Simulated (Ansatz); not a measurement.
Read the following structure.

```
CELL_PARAMETERS angstrom
3.05612 0.00000 0.00000
-1.52806 2.64667 0.00000
0.00000 0.00000 6.64421
ATOMIC_POSITIONS crystal
Co 0.00000 0.00000 0.00000
O 0.66667 0.33333 0.83333
Co 0.66667 0.33333 0.33333
O 0.33333 0.66667 0.16667
Co 0.33333 0.66667 0.66667
O 0.00000 0.00000 0.50000
```

> Give a crystallographic description of this input.

Composition: CoO. The structure has R-3m (No. 166) symmetry and a rhombohedral (trigonal R) lattice. With Z = 3, the cell contains 3 Co, 3 O. The neighbours of Co are six O in an octahedral arrangement at 2.08 Å. Around each O lie six Co in an octahedral arrangement at 2.08 Å. The bonds build a three-dimensional framework.

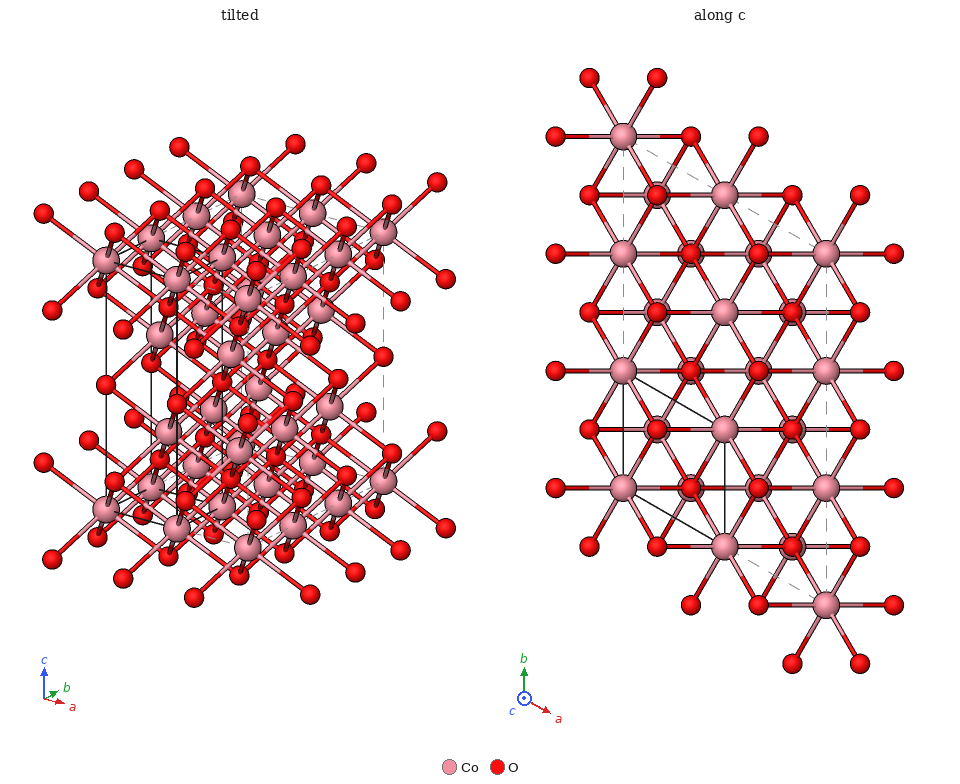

Ball-and-stick drawing of the structure, looking slightly off an axis and along the c axis. The picture spans 2×3×1 cells, one conventional unit cell being drawn with solid lines. Some neighbours outside the box are added. Colours: cobalt pink, oxygen red.

The structure was taken from a structure listed in the Materials Project. Earlier steps of the study, as a rule a relaxation of our own, may have changed the cell and positions, so they can lie some per cent off the listed ones. Ansatz was used for an electronic-structure calculation on it.
